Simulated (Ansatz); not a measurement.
## Electronic structure of Ti3H (slab) in real space

Input file:

```
crystal:
  lattice:
    - [2.9357969418, 0.0, 0.0]
    - [-1.4678984709, 2.5424747319, 0.0]
    - [0.0, 0.0, 23.6361929095]
  atoms:
    - { symbol: Ti, position: [0.3333333333, 0.6666666667, 0.3596179821] }
    - { symbol: Ti, position: [0.6666666667, 0.3333333333, 0.4531964186] }
    - { symbol: Ti, position: [0.3333333333, 0.6666666667, 0.5467425955] }
    - { symbol: H, position: [0.3333333333, 0.6666666667, 0.6279739515] }
basis:
  ecutwfc: 500
kpoints:
  mp_grid: { grid: [12, 12, 1] }
hamiltonian:
  xc: r2scan
scf:
  occupations: { method: gaussian, width: 0.1 }
output:
  forces: true
  eigenvalues: true
  write_density: true
  write_potential: true
  elf: true
  volumetric_format: npy
relax:
  adjacent_minimum: "off"
  f_tol: 0.03
  max_steps: 70
  constraints: [{ sites: [0] }]
efield:
  axis: 3
  dipole_correction: true
  ramp_width: 0.04
```

Command:

```sh
ansatz run input.yaml --threads 2 --pin off --max-ram 5120MiB --backend cpu --events-out ev --progress --plain --runs-dir out
```

The fields are those of the run's last geometry, not of the input's.

Computed without spin polarisation.

Method: Ansatz, DFT r2SCAN, scalar-relativistic, plane waves, PAW.

Core electrons are frozen (PAW), and the valence fields are smoothed inside the atomic spheres.

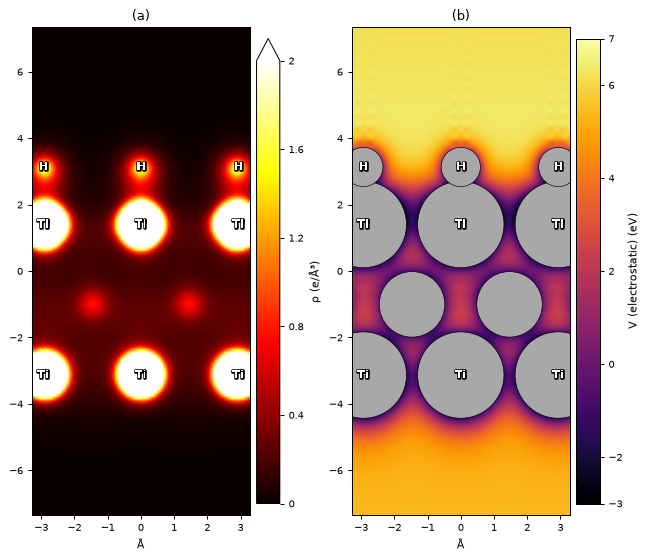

Figure 1. (a) valence electron density; (b) electrostatic potential (local pseudopotential plus Hartree) felt by an electron on the (11̄0) plane of the calculation cell, a cut from vacuum to vacuum. Grey discs cover the atomic cores in the potential map.

> Interpret the plot.

The section cuts through Ti and H sites. Atoms just off the plane (Ti, 0.8 Å away) can leave unmarked features too. Ti–H (1.73 Å): ρ is about 1 e/Å³ halfway. Ti–Ti (2.94 Å): ρ is about 0.2 e/Å³ halfway. The density dies away to nearly zero in the vacuum.

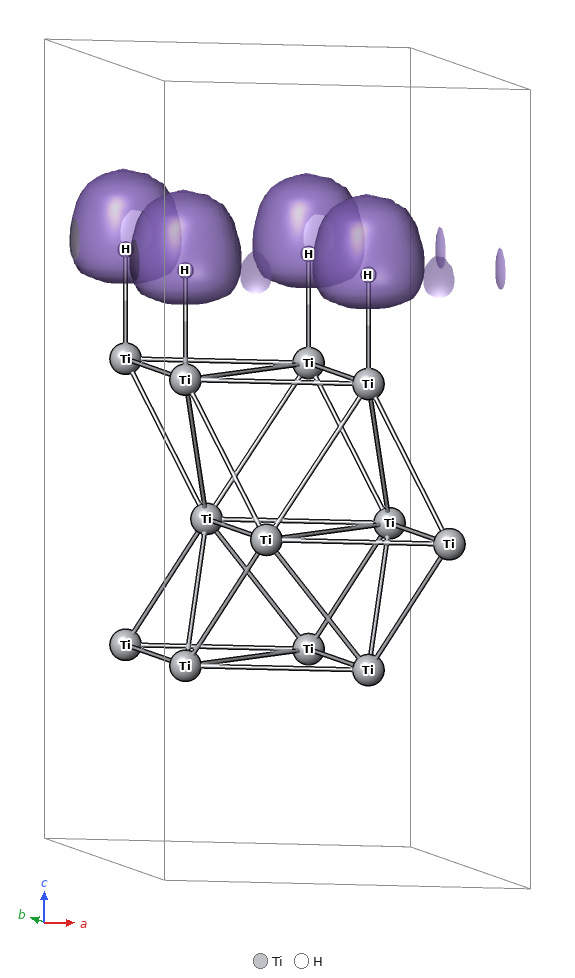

Figure 2. Isosurface of the electron localisation function at 0.9 (purple), seen slightly off an axis. Only the valence region is drawn (cores and ρ < 0.01 e/Å³ removed). Sticks mark near contacts.

> Identify the bonds, lone pairs and shells in this picture.

The surface consists of one region around a hydrogen nucleus, counted in one cell of 4 atoms. Counts are for one cell; the picture repeats the cell along the surface. Along the contacts the grid gives the following. Ti–H (1.73 Å): the ELF climbs to about 1 towards the hydrogen. Ti–Ti (2.72 Å): the ELF is about 0.20 at the midpoint; no shared electron pair shows on this line.

> Does the calculation make it a metal, or give it a gap?

It is gapless in this calculation (a metal or semimetal).
